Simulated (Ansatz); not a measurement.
# SiGe$_{3}$: what the fields show

Input

```
crystal:
  lattice:
    - [4.0126314324, 0.0, 0.0]
    - [0.0, 4.0126314324, 0.0]
    - [0.0, 0.0, 5.6797824734]
  atoms:
    - { symbol: Si, position: [0.5, 0.5, 0.5] }
    - { symbol: Ge, position: [0.0, 0.0, 0.0] }
    - { symbol: Ge, position: [0.5, 0.0, 0.743543941] }
    - { symbol: Ge, position: [0.0, 0.5, 0.256456059] }
basis:
  ecutwfc: 420
kpoints:
  mp_grid: { grid: [10, 10, 6] }
  band_path:
    path:
      - [[0.0, 0.0, 0.0], [0.0, 0.5, 0.0], [0.5, 0.5, 0.0], [0.0, 0.0, 0.0], [0.0, 0.0, 0.5], [0.0, 0.5, 0.5], [0.5, 0.5, 0.5], [0.0, 0.0, 0.5]]
      - [[0.0, 0.5, 0.0], [0.0, 0.5, 0.5]]
      - [[0.5, 0.5, 0.0], [0.5, 0.5, 0.5]]
    npoints: 14
hamiltonian:
  xc: lda
scf:
  occupations: { method: gaussian, width: 0.01 }
  n_extra_bands: 10
output:
  forces: true
  stress: true
  eigenvalues: true
  populations: true
  dos: { projected: true, de: 0.02, nscf_kmesh: { grid: [12, 12, 8] } }
  bader: true
  write_density: true
  write_potential: true
  elf: true
  volumetric_format: npy
```

Command:

```sh
ansatz run input.yaml --threads 1 --pin off --max-ram 2560MiB --backend cpu --events-out ev --progress --plain --runs-dir out
```

Below, planes, directions and counts refer to the conventional cell (a = 4.01 Å, b = 4.01 Å, c = 5.68 Å, α = 90.00°, β = 90.00°, γ = 90.00°).

Space group P-4m2; a structure generated by program, which may or may not match a known phase; computed pressure about −4 GPa in this cell.

Theory: DFT LDA, scalar-relativistic, plane waves, PAW (Ansatz).

Core electrons are frozen (PAW), and the valence fields are smoothed inside the atomic spheres.

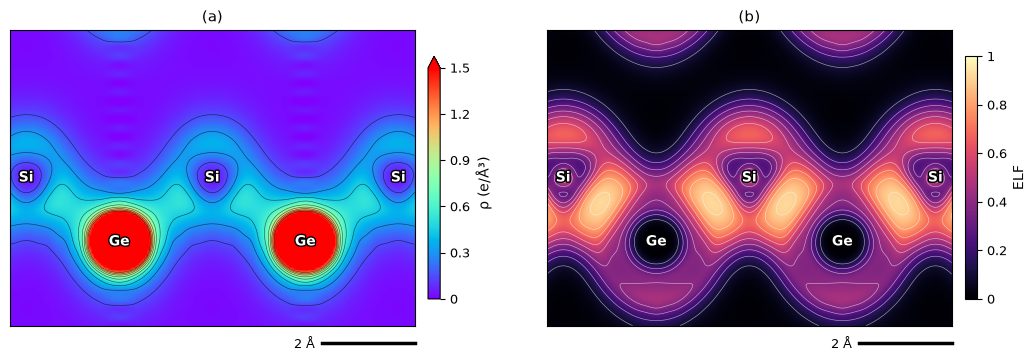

Figure 1. (a) valence charge density (pseudo); (b) electron localisation function on the (010) plane of the conventional cell.

What does the map show?

Answer. The section cuts through Si and Ge sites.
Si–Ge (2.44 Å): ρ is about 0.51 e/Å³ halfway; the ELF peaks at about 0.90 between the atoms (a covalent bond).
The density dies away to nearly zero in the voids.

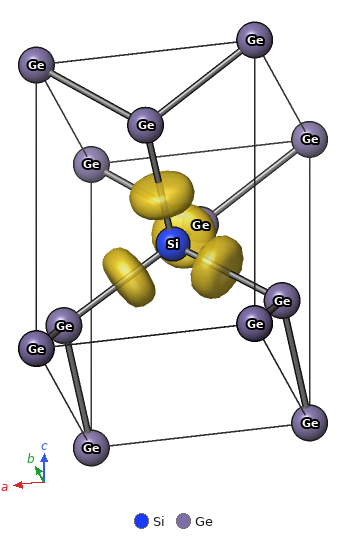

Figure 2. Isosurface of the electron localisation function at 0.8 (yellow), seen at an oblique angle. Core shells and regions of very low density are left out. Sticks mark near contacts.

Describe the localisation domains.

Answer. The ELF exceeds this value in four regions between bonded Ge–Si atoms (shared pairs), counted in one cell of 4 atoms. Any copies at cell faces, edges or corners count once. Profiles from the grid: Ge–Ge (2.48 Å): the ELF peaks at about 0.75 between the atoms: a shared electron pair.

How much charge does the calculation move between the atoms?

Answer. Electrons move from Si towards Ge. Bader charges: Si +0.26 and Ge −0.13 to 0.00 e.
